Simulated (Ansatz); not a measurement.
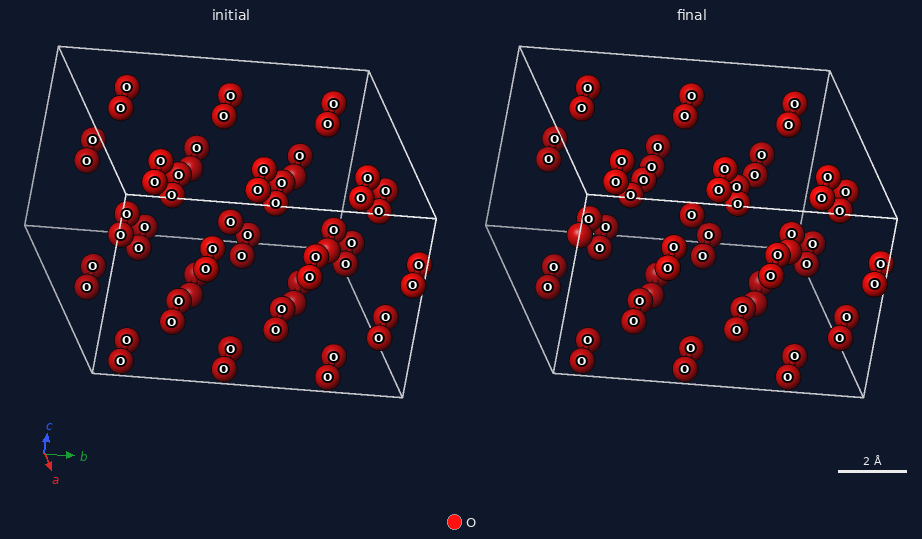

The structure of a defect cell of composition O before (left) and after (right) a relaxation, at one scale.

Style: ball-and-stick. Shown: the cell of the calculation (origin shifted), from a free direction.

Case: O vacancy (site g), charge +0, atoms relaxed at the host's cell.

Computed with Ansatz 0.2.0, DFT PBE+D3(BJ), scalar-relativistic, plane waves, PAW. (plane-wave cutoff 420 eV; k-point mesh 2 × 2 × 2; occupations gaussian; smearing width 0.01 eV; collinear spin; atoms relaxed in a fixed cell; force threshold 0.025 eV/Å; at most 45 steps)

Question: What changed between the two?

Answer: The run was cut off at its time limit before the relaxation converged, so the last structure is only a point on the way. After 2 geometry steps the energy has fallen by 0.674 eV per cell of the calculation. Largest force component: 0.96 eV/Å at the start, 1.3 eV/Å at the end. An O atom moves most: 0.23 Å roughly along [−3 1 1]. The lattice vectors keep their values. Near-neighbour distances that change, for instance: O–O 1.215 → 1.200 Å. The program noted that the starting moments weren't kept.
